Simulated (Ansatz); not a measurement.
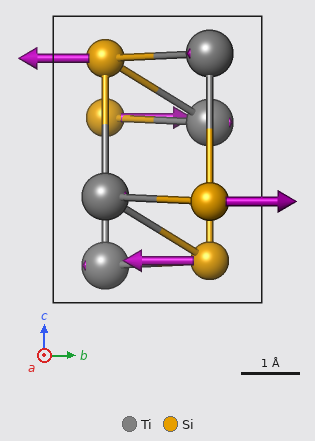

Normal modes of a crystal of TiSi, space group Pnma (No. 62), at the zone centre. The optical levels lie at 171, 187, 200, 215, 250, 252, 256, 262, 275, 302, 338, 343, 347, 355, 380, 382, 402, 417, 420, 442, 465 cm⁻¹. One mode is drawn. The purple arrows are the displacements of the atoms (eigenvector over the root of the mass), of arbitrary overall length and sign. Style: ball-and-stick. Shown: the cell of the calculation, along the a axis.

Theory: Ansatz 0.2.0, DFT PBEsol, scalar-relativistic, plane waves, PAW. Settings: plane-wave cutoff 420 eV; k-point mesh 6 × 12 × 8; occupations gaussian; smearing width 0.15 eV; no spin polarisation.

To which level does it belong?

The level at 302 cm⁻¹. This is the A_u mode, optical level 10 of 21, counted from below, silent by symmetry (neither infrared- nor Raman-active). All motion is along b; atoms of one kind move against one another, with no net shift of any sublattice; the kinetic energy is shared as Si 99 %, Ti 1 %.
